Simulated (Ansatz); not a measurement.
```
Mo Si
1.0
     4.92240    0.00000    0.00000
     0.00000    4.92240    0.00000
     0.00000    0.00000    4.92240
Mo Si
6 2
Direct
  0.00000 0.50000 0.25000
  0.00000 0.50000 0.75000
  0.50000 0.25000 0.00000
  0.75000 0.00000 0.50000
  0.50000 0.75000 0.00000
  0.25000 0.00000 0.50000
  0.50000 0.50000 0.50000
  0.00000 0.00000 0.00000
```

Space group Pm-3n.

Level of theory: Ansatz 0.2.0, Kohn-Sham DFT of a periodic cell, revPBE, Ansatz PAW.

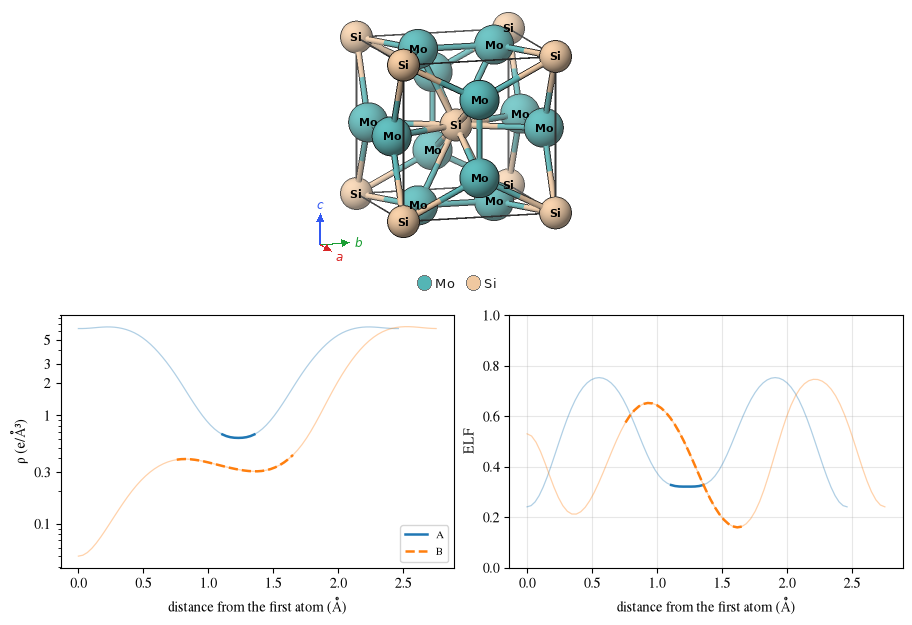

SiMo3. Valence charge density (pseudo) and ELF along straight lines between neighbouring atoms. Thin, pale parts lie inside the atomic spheres. The structure is drawn too.

The density is the valence pseudo-density of a PAW calculation; it isn't the true density close to the nuclei.

Q: Which curve belongs to which contact (Mo–Mo and Si–Mo)? The first atom named is at distance zero.

A: Curve A: Mo–Mo (2.46 Å): ρ at the midpoint is about 0.62 e/Å³; the ELF is about 0.30 at the midpoint. Curve B: Si–Mo (2.75 Å): ρ at the midpoint is about 0.3 e/Å³; the ELF peaks at about 0.65 in the valence shell of Si, 0.9 Å from its nucleus, and is about 0.30 at the midpoint.
